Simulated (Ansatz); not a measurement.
Si₄₈C₄₇ (charge −3): geometry relaxation (part 3 of 3)

The same run, continued: Si₄₈C₄₇ (defect cell, 95 atoms in the cell, total charge −3); DFT, PBEsol, PAW, plane waves (Ansatz 0.2.0); cutoff 420 eV, 1×1×1 k-mesh, Fermi–Dirac smearing of 0.01 eV. 

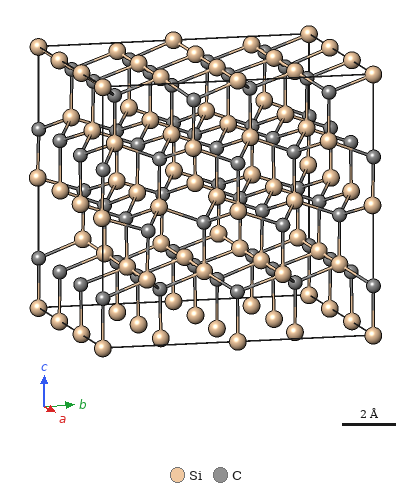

The starting structure (ball-and-stick view of the cell of the calculation, seen slightly off an axis).

### Output, continued
```
  k-point 0 ↑: bands = ["-5.8955", "-5.3493", "-5.2605", "-5.1635", "-4.7119", "-4.6398", "-4.5203", "-4.3081", "-4.1115", "-3.9917", ... 77 levels left out ..., "3.9765", "4.0750", "4.1108", "4.1607", "4.2105", "4.2440", "4.2954", "4.3412", "4.5412", "4.5662", "4.7253", "4.7828", "4.8732", "4.9114", "4.9582", "5.0259", "5.0457", "5.2602", "5.3094", "5.3307", "5.3605", "5.4162", "5.5140", "5.5446", "5.5794", "5.5968", "5.6519", "5.6642", "5.7147",
      "5.7629", "5.7958", "5.8235", "5.8649", "5.8843", "5.9397", "5.9924", "6.0478", "6.1267", "6.1584", "6.1807", "6.2232", "6.2846", "6.3067", "6.3381", "6.4203", "6.5135", "6.5505", "6.6223", "6.6579", "6.6734", "6.7042", "6.7250", "6.7652", "6.8241", "6.8601", "6.8928", "6.9884", "7.0748", "7.0947", "7.1030", "7.1465", "7.2010", "7.2220", "7.2385", "7.2733", "7.3103", "7.3498", "7.3681", "7.3992",
      "7.4358", "7.4972", "7.5290", "7.5433", "7.5837", "7.6271", "7.6694", "7.7178", "7.7363", "7.7861", "7.8150", "7.8816", "7.9072", "7.9192", "7.9588", "7.9858", "8.0278", "8.0530", "8.1037", "8.1757", "8.2147", "8.2858", "8.3483", "8.4013", "8.4924", "8.5474", "8.6255", "8.6428", "8.7362", "8.8131", "8.8502", "8.9783", "9.1557", "10.8544", "11.0453", "11.4779", "11.9003", "12.1169", "12.2109", "12.3175",
      "12.4571", "12.6359", "12.7957", "12.8308", "12.9535", "13.0277", "13.0572", "13.1500", "13.2295", "13.2988", "13.3472", "13.4318", "13.4866", "13.6217", "13.7616", "13.8418", "13.9576", "14.0547", "14.1436", "14.2253", "14.2355", "14.2809", "14.3080", "14.3737", "14.4067", "14.4490", "14.4849", "14.5897", "14.6235", "14.7464", "14.7680", "14.8200", "14.9628", "14.9943", "15.1138", "15.1446", "15.1891", "15.2029", "15.2477", "15.3064",
      "15.3707", "15.4343", "15.4859", "15.5380", "15.5757", "15.5987", "15.6247", "15.6566", "15.6924", "15.7153", "15.7757", "15.8116", "15.8405", "15.9408", "16.0374", "16.0904", "16.1583", "16.1733", "16.1948", "16.2369", "16.3027", "16.3542", "16.3991", "16.4405", "16.4548", "16.4723", "16.5133", "16.5556", "16.6234", "16.7017", "16.7303", "16.7597", "16.8121", "16.8280", "16.8579", "16.8924", "16.9163", "16.9678", "16.9995", "17.0606",
      "17.1119", "17.1309", "17.1709", "17.2218", "17.2376", "17.2766", "17.3082", "17.3278", "17.3787", "17.4220", "17.4476"]
  k-point 0 ↓: bands = ["-5.8906", "-5.3444", "-5.2536", "-5.1576", "-4.7033", "-4.6348", "-4.5107", "-4.3030", "-4.1043", "-3.9809", ... 77 levels left out ..., "3.9878", "4.0833", "4.1195", "4.1713", "4.2189", "4.2609", "4.3091", "4.3563", "4.5521", "4.5904", "4.7342", "4.7936", "4.8854", "4.9199", "4.9739", "5.0394", "5.0615", "5.2850", "5.3169", "5.3393", "5.3674", "5.4245", "5.5230", "5.5507", "5.5850", "5.6050", "5.6622", "5.6716", "5.7243",
      "5.7751", "5.8042", "5.8309", "5.8730", "5.8922", "5.9528", "6.0055", "6.0595", "6.1436", "6.1748", "6.1986", "6.2374", "6.2933", "6.3171", "6.3467", "6.4318", "6.5225", "6.5599", "6.6309", "6.6660", "6.6829", "6.7133", "6.7357", "6.7754", "6.8379", "6.8681", "6.9057", "7.0068", "7.0851", "7.1030", "7.1135", "7.1537", "7.2088", "7.2280", "7.2494", "7.2849", "7.3230", "7.3686", "7.3767", "7.4103",
      "7.4457", "7.5103", "7.5448", "7.5515", "7.5958", "7.6401", "7.6799", "7.7291", "7.7481", "7.8012", "7.8325", "7.8893", "7.9187", "7.9302", "7.9740", "7.9959", "8.0402", "8.0691", "8.1199", "8.1872", "8.2269", "8.3004", "8.3618", "8.4168", "8.5032", "8.5605", "8.6424", "8.6616", "8.7527", "8.8234", "8.8634", "8.9939", "9.1694", "10.9484", "11.1379", "11.8480", "11.9188", "12.1409", "12.2338", "12.3327",
      "12.4890", "12.6514", "12.8080", "12.8495", "12.9679", "13.0438", "13.0668", "13.1726", "13.2519", "13.3152", "13.3651", "13.4596", "13.5022", "13.6432", "13.7773", "13.8639", "13.9735", "14.0742", "14.1655", "14.2369", "14.2458", "14.2951", "14.3188", "14.3867", "14.4224", "14.4643", "14.4951", "14.6092", "14.6394", "14.7650", "14.7837", "14.8273", "14.9743", "15.0080", "15.1357", "15.1545", "15.1968", "15.2140", "15.2661", "15.3210",
      "15.3805", "15.4503", "15.5024", "15.5497", "15.5887", "15.6154", "15.6350", "15.6696", "15.7060", "15.7294", "15.7937", "15.8240", "15.8520", "15.9525", "16.0617", "16.1083", "16.1726", "16.1874", "16.2074", "16.2488", "16.3143", "16.3640", "16.4137", "16.4545", "16.4674", "16.4839", "16.5249", "16.5741", "16.6331", "16.7161", "16.7449", "16.7729", "16.8223", "16.8431", "16.8672", "16.9066", "16.9287", "16.9867", "17.0143", "17.0747",
      "17.1278", "17.1445", "17.1889", "17.2317", "17.2524", "17.2882", "17.3151", "17.3486", "17.3995", "17.4351", "17.4574"]
--- Relaxed structure (8 steps of the walk, 8 accepted, 0 SCFs on fresh bases) ---
  F+E_penalty+E_count = -41412.86458917 eV   max|allowed force component| = 2.753e-2 eV/Å
  atoms:
    - { symbol: Si, position: [-0.00013783345040826957, 1.0009854226157675, 0.49915171528185465] }
    - { symbol: Si, position: [0.3355430358440654, 0.0035502035603559466, 0.4986010950175459] }
    - { symbol: Si, position: [0.1711950346229966, 0.2527089878733994, 0.4980597878924518] }
    - { symbol: Si, position: [-0.00022539122972045278, 0.4985686957171868, 0.49772038299099713] }
    - { symbol: Si, position: [0.6668247236528214, 1.000309430550616, 0.4987586615146106] }
    - { symbol: Si, position: [0.5107521984136342, 0.2704881283436593, 0.49843082525951765] }
    - { symbol: Si, position: [0.3574545373068564, 0.496925431330402, 0.4979612449391717] }
    - { symbol: Si, position: [0.16624518762858403, 0.7495088517073278, 0.4986061116224535] }
    - { symbol: Si, position: [0.8318034259196143, 0.25214765774020953, 0.49794452742961287] }
    - { symbol: Si, position: [0.632225553355748, 0.48182161623707215, 0.4975967632484776] }
    - { symbol: Si, position: [0.49948544717093923, 0.7473906079023623, 0.4976774492845769] }
    - { symbol: Si, position: [0.8299999886862235, 0.7457216977983995, 0.49820558873233717] }
    - { symbol: Si, position: [1.000069139325332, 0.16802400548558352, 0.2508689729918541] }
    - { symbol: Si, position: [0.33555586998899745, 0.16823015255104723, 0.25131053316343005] }
    - { symbol: Si, position: [0.16816971466928418, 0.41795561150863303, 0.25139462518521555] }
    - { symbol: Si, position: [0.9992507240531918, 0.6659282523328981, 0.24987000017812516] }
    - { symbol: Si, position: [0.6655464103483808, 0.1671783880181304, 0.2510538260109546] }
    - { symbol: Si, position: [0.4995706871776167, 0.4168745604109751, 0.26238417693134314] }
    - { symbol: Si, position: [0.3323395926732933, 0.6655271384041775, 0.2505818778112252] }
    - { symbol: Si, position: [0.1664548878083507, 0.9170526543469972, 0.2506622379391992] }
    - { symbol: Si, position: [0.830872948432793, 0.41767448692227993, 0.2521563726689275] }
    - { symbol: Si, position: [0.6655673094823922, 0.6645515520596251, 0.251409477061906] }
    - { symbol: Si, position: [0.49985789599947933, 0.9161539367768737, 0.250424985043397] }
    - { symbol: Si, position: [0.8328173378999235, 0.9160123103943106, 0.2505978819704099] }
    - { symbol: Si, position: [0.1667940172053358, 0.08400774774966355, 0.7489463812528115] }
    - { symbol: Si, position: [0.9997235673846704, 0.33359330585102276, 0.7486222416464187] }
    - { symbol: Si, position: [0.4994824138587904, 0.08368363959868955, 0.7493371352992806] }
    - { symbol: Si, position: [0.33458723786284433, 0.3340896722914083, 0.7491155430487784] }
    - { symbol: Si, position: [0.16581240582318327, 0.5823263378029586, 0.7485986017341423] }
    - { symbol: Si, position: [-0.0013012784382605293, 0.8328797643927558, 0.748555792685654] }
    - { symbol: Si, position: [0.8323144595614548, 0.08390002915653848, 0.7490200925406115] }
    - { symbol: Si, position: [0.6647914794509047, 0.33386755941327223, 0.7494929817258567] }
    - { symbol: Si, position: [0.49912293637022787, 0.581523449063873, 0.7491918277560954] }
    - { symbol: Si, position: [0.33270668782247825, 0.832843248801364, 0.7486475287556958] }
    - { symbol: Si, position: [0.8308724780002157, 0.5816392031604203, 0.7477427412356213] }
    - { symbol: Si, position: [0.6655612682251846, 0.8324657537583301, 0.7487421512771726] }
    - { symbol: Si, position: [0.9994631968379865, 0.00019552811065358814, 0.9997928071550674] }
    - { symbol: Si, position: [0.33339815367207043, 0.9996358405780469, 1.0001746062105485] }
    - { symbol: Si, position: [0.16707661859311132, 0.25071258724039686, 1.0002262097254997] }
    - { symbol: Si, position: [0.999198109129898, 0.5004768678941012, 1.0001192615514876] }
    - { symbol: Si, position: [0.6658606148973095, 0.9993650097736497, -5.286755095441769e-6] }
    - { symbol: Si, position: [0.5000161195375279, 0.2499331636816062, 1.0004990107971503] }
    - { symbol: Si, position: [0.3328369627634303, 0.5002678398963505, 1.0003261141432431] }
    - { symbol: Si, position: [0.16553110140671953, 0.7495264509761658, 0.9996971460248282] }
    - { symbol: Si, position: [0.832600798120899, 0.25053712109840975, 1.0004249057606538] }
    - { symbol: Si, position: [0.665947107355132, 0.49983374825876015, 1.0001622754306563] }
    - { symbol: Si, position: [0.4992396396528523, 0.7490160777578266, 1.00002916518152] }
    - { symbol: Si, position: [0.8327934306478767, 0.748967005346196, 0.9994925705844921] }
    - { symbol: C, position: [-0.0004223804730167647, 0.0005625977211454433, 0.18739689259070222] }
    - { symbol: C, position: [0.3330348049508023, 1.0000696279495256, 0.18754679576409952] }
    - { symbol: C, position: [0.16711661979543335, 0.2503329473198724, 0.18712220906509672] }
    - { symbol: C, position: [0.9992699105860477, 0.49945464022404573, 0.18719862066513304] }
    - { symbol: C, position: [0.6667517691587694, 0.9995059296963492, 0.18702445712167018] }
    - { symbol: C, position: [0.5004205192996953, 0.24917471548480916, 0.18512882399057604] }
    - { symbol: C, position: [0.3321657549687551, 0.5008114520142519, 0.18475670670656194] }
    - { symbol: C, position: [0.16565846472985163, 0.7506976368264157, 0.1869260580657333] }
    - { symbol: C, position: [0.8331684897090074, 0.2501175554339106, 0.18710880535300248] }
    - { symbol: C, position: [0.6670417743068981, 0.5003677246485814, 0.18473171880479203] }
    - { symbol: C, position: [0.49927384947742187, 0.749807257135895, 0.18677659538232233] }
    - { symbol: C, position: [0.8328162908744527, 0.7498807707570009, 0.18680541365503892] }
    - { symbol: C, position: [0.999428452031553, 0.00020594977590200226, 0.6872383025444767] }
    - { symbol: C, position: [0.33280056650541806, 0.9997950985104638, 0.686692172913663] }
    - { symbol: C, position: [0.16696278427232594, 0.2503377916095097, 0.6867706229277852] }
    - { symbol: C, position: [-0.0010135944581408374, 0.499815482532313, 0.6860015096463382] }
    - { symbol: C, position: [0.6663277704956228, 0.999310657400151, 0.6869152456127003] }
    - { symbol: C, position: [0.49969164480783146, 0.24804599413588607, 0.6909386156091674] }
    - { symbol: C, position: [0.3309683868788241, 0.5006581167231736, 0.6905493354939722] }
    - { symbol: C, position: [0.16530357419652772, 0.7500066404782704, 0.686674789140101] }
    - { symbol: C, position: [0.8325806036710898, 0.250110580247836, 0.6868375690851548] }
    - { symbol: C, position: [0.6654183977348198, 0.49954967744311, 0.6899423526850286] }
    - { symbol: C, position: [0.4989300374738781, 0.7493038146844176, 0.6864937537417877] }
    - { symbol: C, position: [0.8321354550523531, 0.7492812722206591, 0.6863655087256576] }
    - { symbol: C, position: [1.0013842380765479, 0.16796614233676205, 0.4386645913642741] }
    - { symbol: C, position: [0.3380057111815636, 0.16975718905446902, 0.437929126617325] }
    - { symbol: C, position: [0.17068201118040907, 0.4187538600604761, 0.4378846837011679] }
    - { symbol: C, position: [0.999405073307838, 0.6662001640717684, 0.4374556597654839] }
    - { symbol: C, position: [0.6689333763881867, 0.16378634960859506, 0.4374096060555708] }
    - { symbol: C, position: [0.3304594242560503, 0.6689840733752649, 0.4370167012547691] }
    - { symbol: C, position: [0.16675795500362334, 0.9183392420756392, 0.4384410026740171] }
    - { symbol: C, position: [0.8302947657077333, 0.417812728571766, 0.4380775656159747] }
    - { symbol: C, position: [0.6642669751844648, 0.6636460350563542, 0.4370785450523931] }
    - { symbol: C, position: [0.5001182498088791, 0.9164805336648131, 0.43817925220543913] }
    - { symbol: C, position: [0.8339703727721299, 0.9146913722680935, 0.43849639567777365] }
    - { symbol: C, position: [0.16644080525306196, 0.08335049539388774, 0.9376463637209367] }
    - { symbol: C, position: [-0.0001775431839338642, 0.3333212318134479, 0.9374034807033045] }
    - { symbol: C, position: [0.4996323456611698, 0.08150978448031318, 0.9376989131991409] }
    - { symbol: C, position: [0.3330697768812577, 0.33320858720292823, 0.9380403106418806] }
    - { symbol: C, position: [0.16474273550132182, 0.5839786521616459, 0.937223859324721] }
    - { symbol: C, position: [0.9990310728040355, 0.8337493414940277, 0.9371122782095063] }
    - { symbol: C, position: [0.8327077171213241, 0.08330747571891182, 0.9376252992728961] }
    - { symbol: C, position: [0.6668557586812164, 0.33283952265925154, 0.9382728578610604] }
    - { symbol: C, position: [0.49936612916695877, 0.5836211270346802, 0.937985814740276] }
    - { symbol: C, position: [0.3324089267871594, 0.8329825028705998, 0.9372858814787397] }
    - { symbol: C, position: [0.8335540459360904, 0.5834678955344296, 0.9363726908070461] }
    - { symbol: C, position: [0.6661561789544588, 0.8327210302776239, 0.937309319827951] }
--- Löwdin populations: 95 sites ---
  site symbol       q [e]    m [muB]
     0     Si      2.9749     0.0016
     1     Si      2.9765     0.0163
     2     Si      2.9783    -0.0001
     3     Si      2.9858     0.0287
     4     Si      2.9708    -0.0004
     5     Si      3.4530     0.1550
     6     Si      3.4636     0.1329
     7     Si      2.9718     0.0039
     8     Si      2.9775    -0.0014
     9     Si      3.4357     0.2226
    10     Si      2.9727    -0.0007
    11     Si      2.9759     0.0091
    12     Si      2.9871     0.0001
    13     Si      2.9889     0.0001
    14     Si      2.9876     0.0002
    15     Si      2.9824     0.0010
    16     Si      2.9823     0.0023
    17     Si      3.5230     0.0265
    18     Si      2.9819     0.0016
    19     Si      2.9857     0.0008
    20     Si      2.9901     0.0004
    21     Si      2.9878     0.0000
    22     Si      2.9843     0.0005
    23     Si      2.9868     0.0006
    24     Si      2.9831    -0.0001
    25     Si      2.9830     0.0001
    26     Si      2.9839     0.0054
    27     Si      2.9777     0.0042
    28     Si      2.9822     0.0041
    29     Si      2.9826     0.0006
    30     Si      2.9832     0.0004
    31     Si      2.9771     0.0011
    32     Si      2.9764     0.0013
    33     Si      2.9829     0.0002
    34     Si      2.9802     0.0068
    35     Si      2.9825     0.0007
    36     Si      2.9719     0.0002
    37     Si      2.9705     0.0005
    38     Si      2.9705    -0.0003
    39     Si      2.9700     0.0015
    40     Si      2.9689     0.0004
    41     Si      2.9694     0.0003
    42     Si      2.9679     0.0004
    43     Si      2.9706     0.0006
    44     Si      2.9694     0.0009
    45     Si      2.9686     0.0035
    46     Si      2.9689     0.0008
    47     Si      2.9712     0.0006
    48      C      4.9770     0.0002
    49      C      4.9769     0.0014
    50      C      4.9807     0.0004
    51      C      4.9764     0.0015
    52      C      4.9777    -0.0002
    53      C      4.9547     0.0055
    54      C      4.9573     0.0047
    55      C      4.9779    -0.0004
    56      C      4.9812    -0.0006
    57      C      4.9531     0.0305
    58      C      4.9815    -0.0007
    59      C      4.9772     0.0014
    60      C      4.9774     0.0004
    61      C      4.9777     0.0014
    62      C      4.9754    -0.0005
    63      C      4.9779     0.0023
    64      C      4.9792    -0.0000
    65      C      4.9734     0.0052
    66      C      4.9709     0.0045
    67      C      4.9785    -0.0003
    68      C      4.9753    -0.0004
    69      C      4.9770     0.0065
    70      C      4.9754    -0.0001
    71      C      4.9781    -0.0000
    72      C      4.9882    -0.0004
    73      C      4.9586     0.0603
    74      C      4.9589     0.0607
    75      C      4.9885    -0.0008
    76      C      4.9839     0.0085
    77      C      4.9805     0.0110
    78      C      4.9902     0.0079
    79      C      4.9771     0.0306
    80      C      4.9794     0.0330
    81      C      4.9895    -0.0009
    82      C      4.9909     0.0084
    83      C      4.9876    -0.0001
    84      C      4.9878     0.0005
    85      C      4.9979     0.0024
    86      C      4.9906     0.0032
    87      C      4.9977     0.0015
    88      C      4.9890     0.0000
    89      C      4.9886     0.0002
    90      C      4.9941    -0.0002
    91      C      4.9947     0.0006
    92      C      4.9885     0.0005
    93      C      4.9972     0.0050
    94      C      4.9896     0.0009
  spilling = 0.010459 (of n_electrons = 383.000000)
```
